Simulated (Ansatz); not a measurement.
## What a change does: single-point calculation on Al₃GaN₄

System: Al₃GaN₄ (Pm, 8 atoms in the cell).
Method of run 1: DFT, PBEsol, plane waves, PAW, no spin polarisation (Ansatz 0.2.0).

The structure derives from a Materials Project entry. Text and figures count atoms from 1; the logs count them from 0 in places.

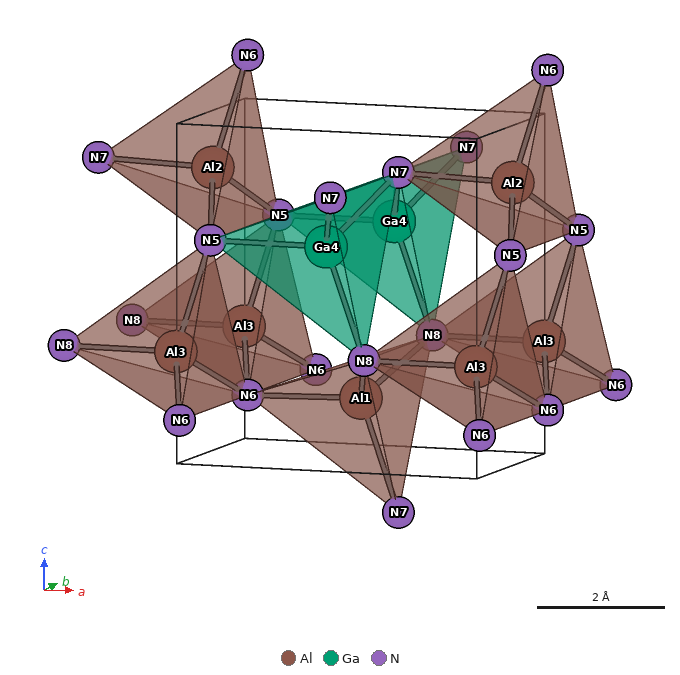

**Figure 1.** The structure as given in the input (polyhedral view of the cell of the calculation, seen slightly off an axis; polyhedra are completed across the faces of the cell; atoms are numbered from 1 in the order of the input). An atom can appear more than once, as a periodic image.

Input file, run 1:
```yaml
crystal:
  lattice:
    - [5.0434079713, 0.0, 0.0001149907]
    - [0.0, 3.1300738974, 0.0]
    - [-0.0032362569, 0.0, 5.4179919474]
  atoms:
    - { symbol: Al, position: [0.5006624663, 0.5, 0.1783966913] }
    - { symbol: Al, position: [0.0069061256, 0.5, 0.8345254195] }
    - { symbol: Al, position: [-0.0027713028, 0.0, 0.3296920056] }
    - { symbol: Ga, position: [0.4978018533, 0.0, 0.6605606874] }
    - { symbol: "N", position: [0.1120042866, 0.0, 0.6622254595] }
    - { symbol: "N", position: [0.1231032753, 0.5, 0.1703212478] }
    - { symbol: "N", position: [0.6254062975, 0.5, 0.8472925696] }
    - { symbol: "N", position: [0.6245594666, 0.0, 0.3312834634] }
basis:
  ecutwfc: 420
kpoints:
  mp_grid: { grid: [6, 8, 4] }
hamiltonian:
  xc: pbesol
scf:
  occupations: { method: gaussian, width: 0.05 }
  convergence: { dr2_threshold: 1.0e-11 }
output:
  forces: true
  eigenvalues: true
  stress: true
```

Command:
```bash
ansatz run input.yaml --threads 2 --pin off --max-ram 5120MiB --backend cpu --events-out ev --progress --plain --runs-dir out
```

Hardware: 2 threads of AMD EPYC (Zen 5), 32 GiB of memory available, shared host.

Output, shortened to warnings, some set-up lines, iterations and results (run 1):
```
Basis set: ecut = 420 eV, 1681 PW (Γ), exchange–correlation on 72×48×80 points (8 copies of the dense FFT grid, shifted against one another)
Symmetry: 2 space group operations
k-points: 70 of 192 (time reversal used)
Initial density: superposition of atomic densities (neutral atoms: chi_scale 0, normalization atom), corrected by the library's trained network
[...]
SCF iter   1: F=—  HF=-6840.641250 eV  |F-HF|=—  |Δ(HF+E_count)|=         —  Δρ=1.11e-2  dr2=1.10e-1  ethr=1.77e-3  ⟨swp⟩=6.4  Hψ=9979  notcnv=0  defer=16
SCF iter   2: F=—  HF=-6840.609754 eV  |F-HF|=—  |Δ(HF+E_count)|=   3.15e-2  Δρ=1.74e-3  dr2=2.74e-3  ethr=2.62e-4  ⟨swp⟩=2.4  Hψ=3767  notcnv=0  defer=226
SCF iter   3: F=—  HF=-6840.609338 eV  |F-HF|=—  |Δ(HF+E_count)|=   4.15e-4  Δρ=9.18e-4  dr2=7.43e-4  ethr=6.53e-6  ⟨swp⟩=1.8  Hψ=2564  notcnv=0  defer=156
SCF iter   4: F=—  HF=-6840.609217 eV  |F-HF|=—  |Δ(HF+E_count)|=   1.22e-4  Δρ=2.32e-4  dr2=4.81e-5  ethr=1.77e-6  ⟨swp⟩=2.7  Hψ=3215  notcnv=0  defer=156
SCF iter   5: F=—  HF=-6840.609051 eV  |F-HF|=—  |Δ(HF+E_count)|=   1.65e-4  Δρ=9.74e-5  dr2=7.63e-6  ethr=1.14e-7  ⟨swp⟩=2.0  Hψ=3265  notcnv=0  defer=156
SCF iter   6: F=—  HF=-6840.609052 eV  |F-HF|=—  |Δ(HF+E_count)|=   3.81e-7  Δρ=2.87e-5  dr2=8.17e-7  ethr=1.82e-8  ⟨swp⟩=2.0  Hψ=2989  notcnv=0  defer=156
SCF iter   7: F=—  HF=-6840.609052 eV  |F-HF|=—  |Δ(HF+E_count)|=   8.89e-8  Δρ=8.87e-6  dr2=6.86e-8  ethr=1.95e-9  ⟨swp⟩=2.0  Hψ=3077  notcnv=0  defer=156
SCF iter   8: F=—  HF=-6840.609052 eV  |F-HF|=—  |Δ(HF+E_count)|=   4.23e-9  Δρ=2.23e-6  dr2=4.09e-9  ethr=1.63e-10  ⟨swp⟩=2.3  Hψ=2948  notcnv=0  defer=156
SCF iter   9: F=—  HF=-6840.609052 eV  |F-HF|=—  |Δ(HF+E_count)|=   1.21e-9  Δρ=4.35e-7  dr2=1.81e-10  ethr=9.75e-12  ⟨swp⟩=2.6  Hψ=3331  notcnv=0  defer=156
SCF iter  10: F=—  HF=-6840.609052 eV  |F-HF|=—  |Δ(HF+E_count)|=  6.00e-11  Δρ=1.65e-7  dr2=2.31e-11  ethr=1.00e-12  ⟨swp⟩=2.2  Hψ=3177  notcnv=0  defer=156
SCF iter  11: F=-6840.609052 eV  HF=-6840.609052 eV  |F-HF|=3.64e-12  |Δ(HF+E_count)|=  2.73e-12  Δρ=8.54e-8  dr2=6.56e-12  ethr=1.00e-12  ⟨swp⟩=9.8  Hψ=9233  notcnv=0
SCF 1 converged in 11 iterations: F = -6840.609052 eV  dr2 = 6.56e-12
SCF converged after 11 iterations
Free energy (F): -6840.609052 eV
Harris-Foulkes:  -6840.609052 eV  (|F-HF|=3.64e-12)
Internal energy: -6840.609052 eV  (E = F + TS)
E sigma→0 (E₀):  -6840.609052 eV
Fermi energy:    9.511195 eV
--- Per-component energies (eV) ---
  E_band       = 22.994902
  E_kinetic    = 722.836087
  E_local      = -3164.565906  (includes V_loc(G=0)·N_el)
  E_nonlocal   = 642.502191
  E_hartree    = 1392.756398
  E_xc         = -429.749514
  E_vxc        = -456.253104  (∫ρ·V_xc dr)
  E_paw        = -3809.209266  (= ΣΔE_a)
  E_vpaw       = -507.037436  (= ΣTr[D̂ρ^β])
  E_aug_tail   = 0.000281  (compensation charges beyond the density's cutoff)
  E_ewald      = -2196.212113
  E_core_change = 1.032790  (= ΣΔE_core)
  E_smearing   = -0.000000  (= −TS)
  E_closure    = -0.000000  (closes the sum)
  Σ components = -6840.609052   (vs F -6840.609052, Δ=0.00e0)
--- Forces (eV/Å), atoms counted from 1 ---
  atom   1  Al    -0.05744616    -0.00000000    -1.00094315
  atom   2  Al    -0.47680942     0.00000000     0.03783385
  atom   3  Al     0.35942828     0.00000000     0.16529301
  atom   4  Ga     0.30008829     0.00000000     1.39985930
  atom   5  N     -0.04073978     0.00000000     0.19816121
  atom   6  N     -0.02988053    -0.00000000    -0.14982232
  atom   7  N     -0.00829298    -0.00000000    -0.34393085
  atom   8  N     -0.04634629    -0.00000000    -0.30644995
  max |Σ_I F_I| component: 1.42e-6 eV/Å
--- Stress (GPa, compression-positive) ---
        0.311928       0.000000      -0.689661
        0.000000      -0.660146       0.000000
       -0.689675       0.000000       0.728338
  P = ⅓ Tr σ = 0.1267 GPa (1.267 kbar)
```

The input of run 2 differs as follows (lines with − go, lines with + come):
```diff
-  convergence: { dr2_threshold: 1.0e-11 }
+  write_density: true
+  write_potential: true
+  elf: true
+  volumetric_format: npy
```

Predict how the results change.

Both reach the same energy, so the change doesn't alter the result. The SCF takes 7 iterations against 11.

Output, shortened to warnings, some set-up lines, iterations and results (run 2):
```
Basis set: ecut = 420 eV, 1681 PW (Γ), exchange–correlation on 72×48×80 points (8 copies of the dense FFT grid, shifted against one another)
Symmetry: 2 space group operations
k-points: 70 of 192 (time reversal used)
Initial density: superposition of atomic densities (neutral atoms: chi_scale 0, normalization atom), corrected by the library's trained network
[...]
SCF iter   1: F=—  HF=-6840.641250 eV  |F-HF|=—  |Δ(HF+E_count)|=         —  Δρ=1.11e-2  dr2=1.10e-1  ethr=1.77e-3  ⟨swp⟩=6.4  Hψ=9979  notcnv=0  defer=16
SCF iter   2: F=—  HF=-6840.609754 eV  |F-HF|=—  |Δ(HF+E_count)|=   3.15e-2  Δρ=1.74e-3  dr2=2.74e-3  ethr=2.62e-4  ⟨swp⟩=2.4  Hψ=3767  notcnv=0  defer=226
SCF iter   3: F=—  HF=-6840.609338 eV  |F-HF|=—  |Δ(HF+E_count)|=   4.15e-4  Δρ=9.18e-4  dr2=7.43e-4  ethr=6.53e-6  ⟨swp⟩=1.8  Hψ=2564  notcnv=0  defer=226
SCF iter   4: F=—  HF=-6840.609217 eV  |F-HF|=—  |Δ(HF+E_count)|=   1.22e-4  Δρ=2.32e-4  dr2=4.81e-5  ethr=1.77e-6  ⟨swp⟩=2.7  Hψ=3215  notcnv=0  defer=226
SCF iter   5: F=—  HF=-6840.609052 eV  |F-HF|=—  |Δ(HF+E_count)|=   1.65e-4  Δρ=9.74e-5  dr2=7.63e-6  ethr=1.14e-7  ⟨swp⟩=2.0  Hψ=3265  notcnv=0  defer=226
SCF iter   6: F=—  HF=-6840.609052 eV  |F-HF|=—  |Δ(HF+E_count)|=   7.03e-9  Δρ=2.87e-5  dr2=8.17e-7  ethr=1.82e-8  ⟨swp⟩=2.1  Hψ=2986  notcnv=0  defer=226
SCF iter   7: F=-6840.609052 eV  HF=-6840.609052 eV  |F-HF|=2.88e-8  |Δ(HF+E_count)|=   1.52e-7  Δρ=8.84e-6  dr2=6.84e-8  ethr=2.38e-10  ⟨swp⟩=13.2  Hψ=15194  notcnv=0
SCF 1 converged in 7 iterations: F = -6840.609052 eV  dr2 = 6.84e-8
SCF converged after 7 iterations
Free energy (F): -6840.609052 eV
Harris-Foulkes:  -6840.609052 eV  (|F-HF|=2.88e-8)
Internal energy: -6840.609052 eV  (E = F + TS)
E sigma→0 (E₀):  -6840.609052 eV
Fermi energy:    9.511144 eV
--- Per-component energies (eV) ---
  E_band       = 22.990944
  E_kinetic    = 722.836526
  E_local      = -3164.571264  (includes V_loc(G=0)·N_el)
  E_nonlocal   = 642.502126
  E_hartree    = 1392.761107
  E_xc         = -429.749621
  E_vxc        = -456.253244  (∫ρ·V_xc dr)
  E_paw        = -3809.208885  (= ΣΔE_a)
  E_vpaw       = -507.037930  (= ΣTr[D̂ρ^β])
  E_aug_tail   = 0.000281  (compensation charges beyond the density's cutoff)
  E_ewald      = -2196.212113
  E_core_change = 1.032790  (= ΣΔE_core)
  E_smearing   = -0.000000  (= −TS)
  E_closure    = 0.000000  (closes the sum)
  Σ components = -6840.609052   (vs F -6840.609052, Δ=0.00e0)
--- Forces (eV/Å), atoms counted from 1 ---
  atom   1  Al    -0.05758680    -0.00000000    -1.00095155
  atom   2  Al    -0.47671242     0.00000000     0.03781937
  atom   3  Al     0.35956387     0.00000000     0.16530473
  atom   4  Ga     0.29999644     0.00000000     1.39985642
  atom   5  N     -0.04067273     0.00000000     0.19817130
  atom   6  N     -0.02985560    -0.00000000    -0.14982563
  atom   7  N     -0.00834314    -0.00000000    -0.34400437
  atom   8  N     -0.04636230    -0.00000000    -0.30639381
  max |Σ_I F_I| component: 2.73e-5 eV/Å
--- Stress (GPa, compression-positive) ---
        0.312065       0.000000      -0.689673
        0.000000      -0.659999       0.000000
       -0.689688       0.000000       0.728514
  P = ⅓ Tr σ = 0.1269 GPa (1.269 kbar)
```

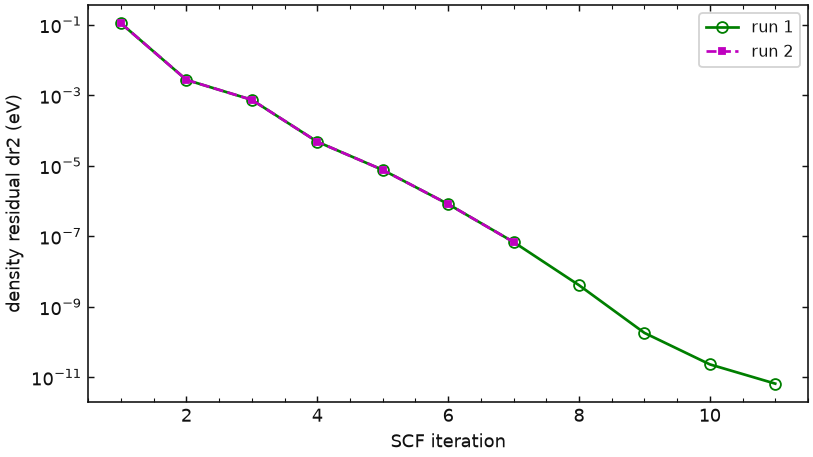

**Figure 2.** Convergence of the two runs: density residual dr2 against the SCF iteration. Run 1 takes 11 iterations in all, and run 2 takes 7.

The two runs side by side:

```tsv
quantity	run 1	run 2
outcome	converged	converged
free energy per atom (eV)	−855.0761	−855.0761
gap on the mesh (eV)	3.29	3.29
pressure (GPa)	0.13	0.13
largest force (eV/Å)	1.432	1.432
SCF iterations	11	7
irreducible k-points	70	70
plane waves at Γ	1681	1681
wall time (shared host)	3.1 s	3.2 s
```
